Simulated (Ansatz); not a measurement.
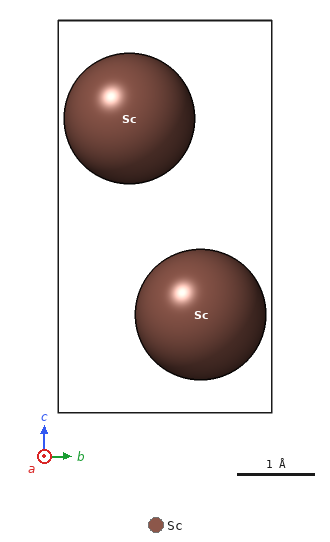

Fig. 1: The input geometry (spheres-only view of the cell of the calculation, along the a axis).

## Geometry relaxation, with input and output: Sc (part 1 of 2)

The run: geometry relaxation of Sc (P6₃/mmc, 2 atoms in the cell). Method and program: DFT with r2SCAN, PAW plane waves, no spin polarisation (Ansatz 0.2.0).

The structure is a generated one, with these elements put on the sites of a known structure type; it need not be a known phase.

Input file:
```yaml
crystal:
  lattice:
    - [3.213241, 0.0, 0.0]
    - [-1.606621, 2.78275, 0.0]
    - [0.0, 0.0, 5.110255]
  atoms:
    - { symbol: Sc, position: [0.33333, 0.66667, 0.25] }
    - { symbol: Sc, position: [0.66666, 0.33333, 0.75] }
  symmetry: { tolerance: 0.0003 }
kpoints:
  mp_grid: { grid: [12, 12, 7], shift: [0, 0, 0] }
magnetization:
  spin_polarized: false
scf:
  occupations: { method: fermi_dirac }
  lower_state_search: "off"
hamiltonian:
  pseudopotentials: { kind: paw }
  xc: r2scan
basis:
  ecutwfc: 500
  fft_grid_basis: typed
relax:
  max_steps: 60
  cell: { p_target: 20.0 }
  f_tol: 0.03
output:
  forces: true
  stress: true
  eigenvalues: true
  bader: true
  populations: true
  elf: true
  write_potential: true
  volumetric_format: npy
  dos:
    e_range: [-12, 8]
    de: 0.05
    projected: { site_lists: { Sc: [Sc] } }
  write_density: true
checkpoint:
  read: saved_state
```

Run as:
```bash
ansatz run input.yaml --threads 2 --pin off --max-ram 2560MiB --backend cpu --events-out ev --progress --plain --runs-dir out
```

The program's output:
```
Warning: the atoms were moved onto the symmetric positions of the space group found under crystal.symmetry.tolerance 3.0e-4 (fractional; no operation is sought that the atoms, as they stand in a round, miss by more than twice it, and no atom is moved by as much as it), and the run uses the moved positions. Before a round's move an operation carried an atom to 1.61e-5 Å from where it should land, the largest such distance. Atom 0 (counting from 0) moved farthest, by 1.86e-5 Å; the longest move in fractions of the cell, of whichever atom, is 0.02 of the tolerance, in 1 round. To run the atoms as typed, lower crystal.symmetry.tolerance until the operations that they miss are no longer found, or set crystal.symmetry.detect: false (a key that needs symmetry detection or time reversal refuses this as the deck is read). The positions used, in the order of the run's atom list: position: [0.3333333333333333, 0.6666666666666666, 0.25]; position: [0.6666666666666667, 0.3333333333333333, 0.75]; The lattice was moved too: crystal.lattice keeps the space group found at crystal.symmetry.tolerance 3.0e-4 only nearly: the operation that it misses by the most changes a squared length by the fraction 1.22e-6. The run uses the lattice that is a stretch of the typed one, with no rotation, onto the one that keeps every operation to a double's rounding (on a very oblique basis the stretch itself rounds by more); the deck's lattice vector that moved farthest moved by 1.00e-6 Å. To run the lattice as typed, set crystal.symmetry.tolerance under 3.59e-7, the least fraction by which an operation that the lattice misses changes a squared length (the same key also sets how far an atom may lie from its image, so lowering it can lose operations that the atoms keep only within it), or set crystal.symmetry.detect: false, as for the atoms. crystal.lattice made exact, in Å and degrees: [[3.213241961587588, 2.8867513454991173e-7, 0.0], [-1.6066212307937942, 2.7827490229034253, 0.0], [0.0, 0.0, 5.110255]]. Pasted over the deck's crystal.lattice, beside positions in fractional coordinates, it runs the same cell (given as lengths and angles, that cell in the form's own orientation, a rigid turn of the misfit's size from the one run here, for which a checkpoint.post_process_only pass over this run's state can be refused: where this run relaxes nothing, give such a pass this deck's own crystal.lattice, as typed; behind a relaxation, as crystal.lattice, the state's own cell, identity.cell in its checkpoint.json), and a matrix so pasted ends this notice, except on a very skew basis of the lattice, where the rounding of the pasted numbers themselves can read as a misfit: the cell is then moved again, and that move is told again. The lattice as run is in this notice's lattice.as_run_ang field (Run.prep()["deck_notices"] in Python, the deck_notice line of an events file, deck_notices of ansatz run --dry-run=json, or deck_notices in record.json in the deck's checkpoint.write directory).
Engine: ansatz 0.2.0, x86_64-unknown-linux-gnu
Pseudopotentials: kind: paw
Pseudopotential: Sc, paw, valence charge 11, recommended cutoff 500 eV (meta_gga), Sc.paw.azcp
Functional definition: r2SCAN
  parameter k0 = 0.174
  parameter k1 = 0.065
  parameter a1 = 4.9479
  exchange = r2scan_x(k0 = k0, k1 = k1, a1 = a1)
  correlation = r2scan_c
Crystal: 2 atoms, lattice volume = 45.694 Å³
Basis set: ecut = 500 eV, 1117 PW (Γ), exchange–correlation on 96×96×160 points (64 copies of the dense FFT grid, shifted against one another)
Bands: 15, of which v1, the nominal top of the filled ones, is band 11 counted from 1 (10 counted from 0)
Symmetry: 24 space group operations
Space group: P63/mmc (ITA 194), of the structure as read, at distance tolerance 1.1e-3 Å
k-points: 76 of 1008
Non-local potential: Sc, projectors of the file, l = 0: 3, l = 1: 2, l = 2: 3, l = 3: 1
PAW form: soft (Blöchl's): semilocal exchange-correlation on the pseudo side does not see the compensation charge
PAW frozen core: Sc, regenerated for the run's functional (the file was generated under x = pbe(κ = 0.804, μ = 0.2195149727645171), c = pbe(β = 0.06672455060314922))
PAW one-centre angular grid: Sc, 590 points (default); XC on 160 Gauss nodes
Initial density: read from a saved state, or passed on in memory by an earlier SCF of this step, an earlier step, the calling program or the single point that the run made first
Initial wavefunctions: pseudopotential atomic-orbital guess
Functional: x = r2scan, c = r2scan; τ floored in thin density (d = 2e-4 eV/Å³)
iter 1 solved again at ethr=1.25e-6 eV; its pass at ethr=3.10e-3 eV (dr2=2.76e-4 eV) is discarded
SCF iter   1: F=-4281.130012 eV  HF=-4281.129747 eV  |F-HF|=2.64e-4  |Δ(HF+E_count)|=         —  Δρ=8.43e-4  dr2=2.75e-4  dr2_τ=1.93e-3  ethr=1.25e-6  ⟨swp⟩=2.0  Hψ=7559  notcnv=0
preconditioner: auto → none  [metal: Δε(μ)=0.005 eV  Ē_g=2.844 eV  σ=0.100 eV  W_gap=0.01  n_scr=8 (ndim 8)  ℏωp=13.5 eV  f_vac=0.000  D(μ)=3.52/eV (n_scr^D=36)]
SCF iter   2: F=-4281.130162 eV  HF=-4281.130147 eV  |F-HF|=1.43e-5  |Δ(HF+E_count)|=   4.00e-4  Δρ=4.01e-4  dr2=4.08e-5  dr2_τ=8.62e-6  ethr=1.25e-6  ⟨swp⟩=2.0  Hψ=2328  notcnv=0
SCF iter   3: F=-4281.130165 eV  HF=-4281.130163 eV  |F-HF|=1.54e-6  |Δ(HF+E_count)|=   1.62e-5  Δρ=9.74e-5  dr2=3.05e-6  dr2_τ=4.73e-7  ethr=1.85e-7  ⟨swp⟩=2.5  Hψ=1782  notcnv=0
SCF iter   4: F=-4281.130165 eV  HF=-4281.130165 eV  |F-HF|=1.09e-7  |Δ(HF+E_count)|=   1.94e-6  Δρ=2.22e-5  dr2=1.07e-7  dr2_τ=2.22e-8  ethr=1.39e-8  ⟨swp⟩=2.3  Hψ=1867  notcnv=0
SCF iter   5: F=-4281.130165 eV  HF=-4281.130165 eV  |F-HF|=3.59e-9  |Δ(HF+E_count)|=   1.24e-7  Δρ=2.96e-6  dr2=3.11e-9  dr2_τ=1.16e-9  ethr=4.55e-10  ⟨swp⟩=6.2  Hψ=5933  notcnv=0
SCF 1 converged in 5 iterations: F = -4281.130165 eV  dr2 = 3.11e-9
  greatest PAW one-centre occupation: 0.998 electrons in one spin orbital (limit 2), on the Sc atom at site 1 (counted from 0), in its partial waves of l = 0
relax step   1: F+E_penalty+E_count = -4281.13016545 eV  Δ(F+E_penalty+E_count) = +0.000e0 eV  max|allowed force component| = 5.089e-17 eV/Å  Δτ_max = 0.0000 Å  P = +5.765 GPa  Ω = 45.694 Å³  (5 SCF iters, dr2 threshold 1.00e-7 eV, accepted)
Crystal: 2 atoms, lattice volume = 39.726 Å³
Basis set: ecut = 500 eV, 1001 PW (Γ), exchange–correlation on 96×96×160 points (64 copies of the dense FFT grid, shifted against one another)
Initial density: handed on by an earlier stage of this run
Initial wavefunctions: those handed on with the density
iter 1 solved again at ethr=5.83e-6 eV; its pass at ethr=3.10e-3 eV (dr2=1.28e-3 eV) is discarded
SCF iter   1: F=-4280.681343 eV  HF=-4280.135834 eV  |F-HF|=5.46e-1  |Δ(HF+E_count)|=         —  Δρ=2.36e-3  dr2=1.25e-3  dr2_τ=2.37e-1  ethr=5.83e-6  ⟨swp⟩=2.1  Hψ=9307  notcnv=0
preconditioner: auto → none  [metal: Δε(μ)=0.023 eV  Ē_g=3.045 eV  σ=0.100 eV  W_gap=0.06  n_scr=8 (ndim 8)  ℏωp=14.4 eV  f_vac=0.000  D(μ)=3.18/eV (n_scr^D=34)]
SCF iter   2: F=-4280.711193 eV  HF=-4280.709610 eV  |F-HF|=1.58e-3  |Δ(HF+E_count)|=   5.74e-1  Δρ=1.58e-3  dr2=6.57e-4  dr2_τ=2.09e-4  ethr=5.68e-6  ⟨swp⟩=3.1  Hψ=2813  notcnv=0
SCF iter   3: F=-4280.711336 eV  HF=-4280.711082 eV  |F-HF|=2.54e-4  |Δ(HF+E_count)|=   1.47e-3  Δρ=8.17e-4  dr2=1.44e-4  dr2_τ=1.36e-5  ethr=2.99e-6  ⟨swp⟩=2.6  Hψ=2166  notcnv=0
SCF iter   4: F=-4280.711349 eV  HF=-4280.711351 eV  |F-HF|=1.63e-6  |Δ(HF+E_count)|=   2.69e-4  Δρ=2.23e-4  dr2=1.24e-5  dr2_τ=4.99e-6  ethr=6.53e-7  ⟨swp⟩=2.0  Hψ=1847  notcnv=0
SCF iter   5: F=-4280.711355 eV  HF=-4280.711355 eV  |F-HF|=5.62e-7  |Δ(HF+E_count)|=   3.61e-6  Δρ=4.10e-5  dr2=4.84e-7  dr2_τ=5.42e-8  ethr=5.65e-8  ⟨swp⟩=2.0  Hψ=2006  notcnv=0
SCF iter   6: F=-4280.711355 eV  HF=-4280.711355 eV  |F-HF|=3.96e-8  |Δ(HF+E_count)|=   6.00e-7  Δρ=1.46e-5  dr2=6.49e-8  dr2_τ=8.00e-9  ethr=9.09e-10  ⟨swp⟩=8.2  Hψ=7505  notcnv=0
SCF 2 converged in 6 iterations: F = -4280.711355 eV  dr2 = 6.49e-8
relax step   2: F+E_penalty+E_count = -4280.71135528 eV  Δ(F+E_penalty+E_count) = +4.188e-1 eV  max|allowed force component| = 1.295e-16 eV/Å  Δτ_max = 0.0000 Å  P = +18.149 GPa  Ω = 39.726 Å³  energy of the carried Pulay correction = +4.005e-3 eV  (6 SCF iters, dr2 threshold 2.00e-7 eV, accepted)
Crystal: 2 atoms, lattice volume = 38.901 Å³
Basis set: ecut = 500 eV, 977 PW (Γ), exchange–correlation on 96×96×160 points (64 copies of the dense FFT grid, shifted against one another)
iter 1 solved again at ethr=1.02e-6 eV; its pass at ethr=3.10e-3 eV (dr2=2.25e-4 eV) is discarded
SCF iter   1: F=-4280.617652 eV  HF=-4280.599200 eV  |F-HF|=1.85e-2  |Δ(HF+E_count)|=         —  Δρ=1.06e-3  dr2=2.39e-4  dr2_τ=8.81e-3  ethr=1.02e-6  ⟨swp⟩=2.5  Hψ=8946  notcnv=0
preconditioner: auto → none  [metal: Δε(μ)=0.020 eV  Ē_g=3.096 eV  σ=0.100 eV  W_gap=0.05  n_scr=8 (ndim 8)  ℏωp=14.6 eV  f_vac=0.000  D(μ)=3.02/eV (n_scr^D=34)]
SCF iter   2: F=-4280.618681 eV  HF=-4280.618618 eV  |F-HF|=6.33e-5  |Δ(HF+E_count)|=   1.94e-2  Δρ=5.37e-4  dr2=9.54e-5  dr2_τ=1.01e-5  ethr=1.02e-6  ⟨swp⟩=2.0  Hψ=2351  notcnv=0
SCF iter   3: F=-4280.618688 eV  HF=-4280.618659 eV  |F-HF|=2.84e-5  |Δ(HF+E_count)|=   4.19e-5  Δρ=3.39e-4  dr2=3.55e-5  dr2_τ=1.37e-6  ethr=4.34e-7  ⟨swp⟩=1.0  Hψ=1142  notcnv=0
SCF iter   4: F=-4280.618692 eV  HF=-4280.618692 eV  |F-HF|=4.94e-8  |Δ(HF+E_count)|=   3.28e-5  Δρ=3.56e-5  dr2=5.09e-7  dr2_τ=1.38e-8  ethr=1.62e-7  ⟨swp⟩=2.3  Hψ=1887  notcnv=0
SCF iter   5: F=-4280.618692 eV  HF=-4280.618692 eV  |F-HF|=2.17e-8  |Δ(HF+E_count)|=   7.59e-8  Δρ=2.24e-5  dr2=1.82e-7  dr2_τ=7.11e-9  ethr=9.09e-10  ⟨swp⟩=8.0  Hψ=7307  notcnv=0
SCF 3 converged in 5 iterations: F = -4280.618692 eV  dr2 = 1.82e-7
relax step   3: F+E_penalty+E_count = -4280.61869240 eV  Δ(F+E_penalty+E_count) = +9.266e-2 eV  max|allowed force component| = 4.626e-17 eV/Å  Δτ_max = 0.0000 Å  P = +20.344 GPa  Ω = 38.901 Å³  energy of the carried Pulay correction = +4.607e-3 eV  (5 SCF iters, dr2 threshold 2.00e-7 eV, accepted)
Crystal: 2 atoms, lattice volume = 38.939 Å³
iter 1 solved again at ethr=2.78e-7 eV; its pass at ethr=3.10e-3 eV (dr2=6.12e-5 eV) is discarded
SCF iter   1: F=-4280.624607 eV  HF=-4280.622890 eV  |F-HF|=1.72e-3  |Δ(HF+E_count)|=         —  Δρ=5.29e-4  dr2=6.62e-5  dr2_τ=1.08e-3  ethr=2.78e-7  ⟨swp⟩=2.2  Hψ=8300  notcnv=0
preconditioner: auto → none  [metal: Δε(μ)=0.008 eV  Ē_g=3.101 eV  σ=0.100 eV  W_gap=0.02  n_scr=8 (ndim 8)  ℏωp=14.6 eV  f_vac=0.000  D(μ)=2.98/eV (n_scr^D=34)]
SCF iter   2: F=-4280.624758 eV  HF=-4280.624749 eV  |F-HF|=8.65e-6  |Δ(HF+E_count)|=   1.86e-3  Δρ=2.65e-4  dr2=2.77e-5  dr2_τ=2.00e-6  ethr=2.78e-7  ⟨swp⟩=2.0  Hψ=2041  notcnv=0
SCF iter   3: F=-4280.624760 eV  HF=-4280.624755 eV  |F-HF|=4.83e-6  |Δ(HF+E_count)|=   5.43e-6  Δρ=1.69e-4  dr2=1.05e-5  dr2_τ=2.47e-7  ethr=1.26e-7  ⟨swp⟩=1.0  Hψ=1141  notcnv=0
SCF iter   4: F=-4280.624761 eV  HF=-4280.624761 eV  |F-HF|=5.45e-8  |Δ(HF+E_count)|=   5.98e-6  Δρ=2.26e-5  dr2=1.80e-7  dr2_τ=1.51e-8  ethr=9.09e-10  ⟨swp⟩=5.6  Hψ=6969  notcnv=0
SCF 4 converged in 4 iterations: F = -4280.624761 eV  dr2 = 1.80e-7
relax step   4: F+E_penalty+E_count = -4280.62476064 eV  Δ(F+E_penalty+E_count) = -6.068e-3 eV  max|allowed force component| = 8.327e-17 eV/Å  Δτ_max = 0.0000 Å  P = +20.176 GPa  Ω = 38.939 Å³  energy of the carried Pulay correction = +4.582e-3 eV  (4 SCF iters, dr2 threshold 2.00e-7 eV, accepted)
Crystal: 2 atoms, lattice volume = 38.995 Å³
iter 1 solved again at ethr=2.33e-8 eV; its pass at ethr=3.10e-3 eV (dr2=5.13e-6 eV) is discarded
SCF iter   1: F=-4280.631816 eV  HF=-4280.631645 eV  |F-HF|=1.71e-4  |Δ(HF+E_count)|=         —  Δρ=1.43e-4  dr2=4.95e-6  dr2_τ=1.02e-4  ethr=2.33e-8  ⟨swp⟩=2.7  Hψ=8109  notcnv=0
preconditioner: auto → none  [metal: Δε(μ)=0.005 eV  Ē_g=3.100 eV  σ=0.100 eV  W_gap=0.01  n_scr=8 (ndim 8)  ℏωp=14.6 eV  f_vac=0.000  D(μ)=2.98/eV (n_scr^D=34)]
SCF iter   2: F=-4280.631827 eV  HF=-4280.631827 eV  |F-HF|=6.99e-7  |Δ(HF+E_count)|=   1.82e-4  Δρ=7.04e-5  dr2=1.86e-6  dr2_τ=1.38e-7  ethr=2.25e-8  ⟨swp⟩=2.0  Hψ=2042  notcnv=0
SCF iter   3: F=-4280.631828 eV  HF=-4280.631827 eV  |F-HF|=3.36e-7  |Δ(HF+E_count)|=   5.07e-7  Δρ=4.16e-5  dr2=6.07e-7  dr2_τ=1.57e-8  ethr=8.45e-9  ⟨swp⟩=1.0  Hψ=1143  notcnv=0
SCF iter   4: F=-4280.631828 eV  HF=-4280.631828 eV  |F-HF|=7.86e-9  |Δ(HF+E_count)|=   4.08e-7  Δρ=6.47e-6  dr2=1.38e-8  dr2_τ=1.96e-9  ethr=8.19e-10  ⟨swp⟩=5.1  Hψ=6437  notcnv=0
SCF 5 converged in 4 iterations: F = -4280.631828 eV  dr2 = 1.38e-8
relax step   5: F+E_penalty+E_count = -4280.63182764 eV  Δ(F+E_penalty+E_count) = -7.067e-3 eV  max|allowed force component| = 1.388e-16 eV/Å  Δτ_max = 0.0000 Å  P = +19.997 GPa  Ω = 38.995 Å³  energy of the carried Pulay correction = +4.542e-3 eV  (4 SCF iters, dr2 threshold 1.80e-7 eV, accepted)
Basis set: ecut = 500 eV, 977 PW (Γ), exchange–correlation on 96×96×144 points (64 copies of the dense FFT grid, shifted against one another)
Initial wavefunctions: pseudopotential atomic-orbital guess (no wavefunctions were taken with the density)
iter 1 solved again at ethr=4.54e-8 eV; its pass at ethr=3.10e-3 eV (dr2=9.99e-6 eV) is discarded
SCF iter   1: F=-4280.628294 eV  HF=-4280.628272 eV  |F-HF|=2.23e-5  |Δ(HF+E_count)|=         —  Δρ=4.57e-4  dr2=8.17e-6  dr2_τ=9.51e-5  ethr=4.54e-8  ⟨swp⟩=2.2  Hψ=7893  notcnv=0
preconditioner: auto → none  [metal: Δε(μ)=0.004 eV  Ē_g=3.100 eV  σ=0.100 eV  W_gap=0.01  n_scr=8 (ndim 8)  ℏωp=14.6 eV  f_vac=0.000  D(μ)=2.99/eV (n_scr^D=34)]
SCF iter   2: F=-4280.628295 eV  HF=-4280.628291 eV  |F-HF|=3.87e-6  |Δ(HF+E_count)|=   1.92e-5  Δρ=2.28e-4  dr2=1.98e-6  dr2_τ=3.79e-6  ethr=3.71e-8  ⟨swp⟩=2.5  Hψ=2324  notcnv=0
SCF iter   3: F=-4280.628294 eV  HF=-4280.628294 eV  |F-HF|=6.01e-9  |Δ(HF+E_count)|=   3.42e-6  Δρ=1.16e-5  dr2=2.70e-8  dr2_τ=1.24e-8  ethr=9.02e-9  ⟨swp⟩=2.7  Hψ=2060  notcnv=0
SCF iter   4: F=-4280.628294 eV  HF=-4280.628294 eV  |F-HF|=2.94e-9  |Δ(HF+E_count)|=   1.47e-8  Δρ=3.13e-6  dr2=9.58e-10  dr2_τ=9.26e-10  ethr=1.23e-10  ⟨swp⟩=2.0  Hψ=1946  notcnv=0
SCF iter   5: F=-4280.628294 eV  HF=-4280.628294 eV  |F-HF|=1.24e-10  |Δ(HF+E_count)|=   3.28e-9  Δρ=6.43e-7  dr2=4.19e-11  dr2_τ=4.26e-11  ethr=4.35e-12  ⟨swp⟩=2.0  Hψ=1976  notcnv=0
SCF iter   6: F=-4280.628294 eV  HF=-4280.628294 eV  |F-HF|=6.37e-12  |Δ(HF+E_count)|=  1.40e-10  Δρ=1.08e-7  dr2=1.02e-12  dr2_τ=1.08e-12  ethr=1.00e-12  ⟨swp⟩=5.0  Hψ=4308  notcnv=0
SCF 6 converged in 6 iterations: F = -4280.628294 eV  dr2 = 1.02e-12
relax step   6: F+E_penalty+E_count = -4280.62829437 eV  Δ(F+E_penalty+E_count) = +3.533e-3 eV  max|allowed force component| = 8.327e-17 eV/Å  Δτ_max = 0.0000 Å  P = +19.953 GPa  Ω = 38.995 Å³  stress off target by 6.30e-2 GPa  SCF on the basis re-selected at this cell (its energy is not comparable with the rows above)  (6 SCF iters)
basis re-selected at this cell: Δ(F+E_penalty+E_count) = +3.533e-3 eV, ΔP = -0.044 GPa vs the last step (what re-selecting the basis moved, of the pressure what is left beyond the Pulay correction that the steps carried, after the strain that the cell walked since its last selection, with what the two solves' SCF thresholds leave and, on support functions, any second-order correction that the steps lacked; it is no measure of the basis error at this ecutwfc). The dense FFT grid was sized anew with the basis: this SCF ran on 24×24×36 points, the steps before it on 24×24×40, so part of this shift can come from that change (see relax.cell in the input reference). This SCF's stress stands 6.30e-2 GPa from its target on what of the cell is left free (relax.cell.stress_tol is 5.00e-2 GPa) and its largest allowed force component is 8.33e-17 eV/Å (relax.f_tol is 3.00e-2 eV/Å): not within both, so this SCF does not close the relaxation
Crystal: 2 atoms, lattice volume = 38.978 Å³
iter 1 solved again at ethr=3.96e-10 eV; its pass at ethr=3.10e-3 eV (dr2=8.71e-8 eV) is discarded
SCF iter   1: F=-4280.626193 eV  HF=-4280.626186 eV  |F-HF|=6.89e-6  |Δ(HF+E_count)|=         —  Δρ=1.94e-5  dr2=7.38e-8  dr2_τ=3.43e-6  ethr=3.96e-10  ⟨swp⟩=2.5  Hψ=8090  notcnv=0
preconditioner: auto → none  [metal: Δε(μ)=0.004 eV  Ē_g=3.104 eV  σ=0.100 eV  W_gap=0.01  n_scr=8 (ndim 8)  ℏωp=14.6 eV  f_vac=0.000  D(μ)=2.99/eV (n_scr^D=34)]
SCF iter   2: F=-4280.626194 eV  HF=-4280.626194 eV  |F-HF|=2.17e-8  |Δ(HF+E_count)|=   7.22e-6  Δρ=1.08e-5  dr2=3.97e-8  dr2_τ=3.00e-9  ethr=3.36e-10  ⟨swp⟩=2.0  Hψ=2046  notcnv=0
SCF iter   3: F=-4280.626194 eV  HF=-4280.626194 eV  |F-HF|=1.09e-8  |Δ(HF+E_count)|=   1.37e-8  Δρ=6.66e-6  dr2=1.41e-8  dr2_τ=4.63e-10  ethr=1.80e-10  ⟨swp⟩=1.0  Hψ=1140  notcnv=0
SCF iter   4: F=-4280.626194 eV  HF=-4280.626194 eV  |F-HF|=3.27e-11  |Δ(HF+E_count)|=   1.26e-8  Δρ=7.75e-7  dr2=2.43e-10  dr2_τ=1.25e-11  ethr=4.52e-11  ⟨swp⟩=6.1  Hψ=5213  notcnv=0
SCF 7 converged in 4 iterations: F = -4280.626194 eV  dr2 = 2.43e-10
relax step   7: F+E_penalty+E_count = -4280.62619367 eV  Δ(F+E_penalty+E_count) = +2.101e-3 eV  max|allowed force component| = 1.850e-17 eV/Å  Δτ_max = 0.0000 Å  P = +20.000 GPa  Ω = 38.978 Å³  energy of the carried Pulay correction = +1.187e-5 eV  (4 SCF iters, dr2 threshold 9.94e-9 eV, accepted)
iter 1 solved again at ethr=5.42e-10 eV; its pass at ethr=3.10e-3 eV (dr2=1.19e-7 eV) is discarded
SCF iter   1: F=-4280.626179 eV  HF=-4280.626179 eV  |F-HF|=3.69e-10  |Δ(HF+E_count)|=         —  Δρ=2.10e-6  dr2=4.07e-10  dr2_τ=1.52e-9  ethr=5.42e-10  ⟨swp⟩=3.1  Hψ=8648  notcnv=0
SCF iter   2: F=-4280.626179 eV  HF=-4280.626179 eV  |F-HF|=6.55e-11  |Δ(HF+E_count)|=  7.46e-11  Δρ=1.02e-6  dr2=6.75e-11  dr2_τ=6.97e-11  ethr=1.85e-12  ⟨swp⟩=2.6  Hψ=2015  notcnv=0
SCF iter   3: F=-4280.626179 eV  HF=-4280.626179 eV  |F-HF|=5.46e-12  |Δ(HF+E_count)|=  6.37e-11  Δρ=2.61e-7  dr2=5.35e-12  dr2_τ=3.67e-12  ethr=1.00e-12  ⟨swp⟩=4.6  Hψ=4142  notcnv=0
SCF 8 converged in 3 iterations: F = -4280.626179 eV  dr2 = 5.35e-12
relax step   8: F+E_penalty+E_count = -4280.62617868 eV  Δ(F+E_penalty+E_count) = +1.499e-5 eV  max|allowed force component| = 7.401e-17 eV/Å  Δτ_max = 0.0000 Å  P = +20.000 GPa  Ω = 38.978 Å³  stress off target by 5.94e-4 GPa  SCF on the basis re-selected at this cell (its energy is not comparable with the rows above)  (3 SCF iters)
```
